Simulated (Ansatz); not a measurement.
# Al2O3: what the fields show

Input file:

```
crystal:
  lattice:
    - [7.089941, 0.0, 0.0]
    - [0.0, 4.846933, 0.0]
    - [0.0, 0.0, 4.985404]
  atoms:
    - { symbol: Al, position: [0.390395, 0.252152, 0.030514] }
    - { symbol: Al, position: [0.609605, 0.252152, 0.469486] }
    - { symbol: Al, position: [0.109605, 0.247848, 0.530514] }
    - { symbol: Al, position: [0.890395, 0.247848, 0.969486] }
    - { symbol: Al, position: [0.609605, 0.747848, 0.969486] }
    - { symbol: Al, position: [0.390395, 0.747848, 0.530514] }
    - { symbol: Al, position: [0.890395, 0.752152, 0.469486] }
    - { symbol: Al, position: [0.109605, 0.752152, 0.030514] }
    - { symbol: O, position: [0.654002, 0.107021, 0.101976] }
    - { symbol: O, position: [0.345998, 0.107021, 0.398024] }
    - { symbol: O, position: [0.845998, 0.392979, 0.601976] }
    - { symbol: O, position: [0.154002, 0.392979, 0.898024] }
    - { symbol: O, position: [0.345998, 0.892979, 0.898024] }
    - { symbol: O, position: [0.654002, 0.892979, 0.601976] }
    - { symbol: O, position: [0.154002, 0.607021, 0.398024] }
    - { symbol: O, position: [0.845998, 0.607021, 0.101976] }
    - { symbol: O, position: [0.0, 0.049404, 0.25] }
    - { symbol: O, position: [0.5, 0.450596, 0.75] }
    - { symbol: O, position: [0.0, 0.950596, 0.75] }
    - { symbol: O, position: [0.5, 0.549404, 0.25] }
kpoints:
  mp_grid: { grid: [4, 5, 5] }
scf:
  occupations: { method: fermi_dirac, width: 0.01 }
hamiltonian:
  xc: r2scan
  pseudopotentials: { kind: paw }
output:
  forces: true
  stress: true
  populations: true
  efg:
    quadrupole_moments_barn: { Al: 0.1466, O: -0.02558 }
    contact_densities: true
  write_density: true
  write_potential: true
  elf: true
  volumetric_format: npy
```

Command:

```sh
ansatz run input.yaml --threads 4 --pin off --max-ram 8192MiB --backend cpu --events-out ev --progress --plain --runs-dir out
```

Below, planes, directions and counts refer to the conventional cell (a = 7.09 Å, b = 4.85 Å, c = 4.99 Å, α = 90.00°, β = 90.00°, γ = 90.00°).

Space group Pbcn; a structure from a database of computed crystals, not necessarily the ambient phase; computed pressure about −7 GPa in this cell.

Theory: DFT, r2SCAN, plane-wave PAW, default files, scalar-relativistic in Ansatz 0.2.0.

In a PAW calculation such maps are meaningful between the atoms, not at the nuclei.

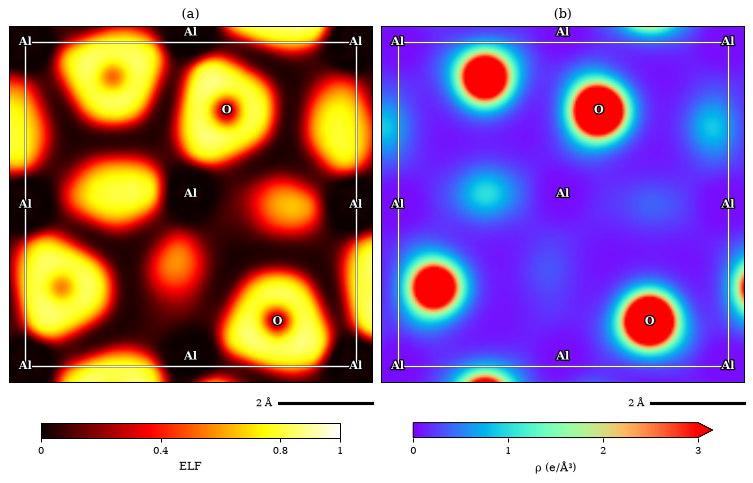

Figure 1. (a) electron localisation function; (b) valence charge density (pseudo) on the (011) plane of the conventional cell.

Q: Interpret the plot.

A:
- The plane passes through Al and O nuclei.
- Atoms just off the plane (O, 0.3 Å away) can leave unmarked features too.
- Al–O (1.87 Å): ρ is about 0.65 e/Å³ halfway; the ELF peaks at about 0.85 in the valence shell of O, 0.7 Å from its nucleus, and is about 0.80 at the midpoint.
- Al–O (1.93 Å): the density is about 0.57 e/Å³ at the midpoint; the ELF peaks at about 0.85 in the valence shell of O, 0.7 Å from its nucleus, and is about 0.80 at the midpoint.
- Al–O (1.97 Å): the density is about 0.52 e/Å³ at the midpoint; the ELF peaks at about 0.85 in the valence shell of O, 0.7 Å from its nucleus, and is about 0.80 at the midpoint.
- Al–O (2.03 Å): the density is about 0.46 e/Å³ at the midpoint; the ELF peaks at about 0.85 in the valence shell of O, 0.7 Å from its nucleus, and is about 0.75 at the midpoint.
- Between the atoms the lowest density in this plane is 0.07 e/Å³.

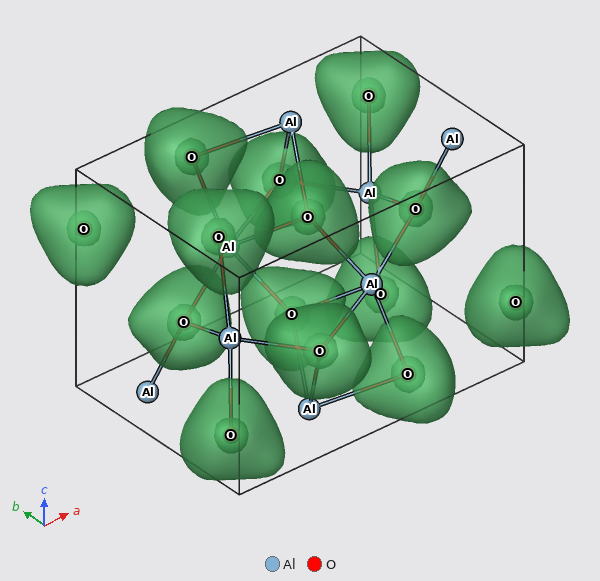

Figure 2. Isosurface of the electron localisation function at 0.65 (green), seen at an oblique angle. Only the valence region is drawn (cores and ρ < 0.01 e/Å³ removed). Sticks mark near contacts.

Q: Where are the electrons localised?

A: The surface consists of twelve regions on O in which the atom's valence shell and bonds are merged, counted in one cell of 20 atoms. Regions shared between cells count once.

Q: Metal or insulator at this level of theory?

A: It is gapped, with a Kohn–Sham gap of 6.2 eV on the k-point mesh (the band edges may lie off the mesh, which would make the gap smaller).
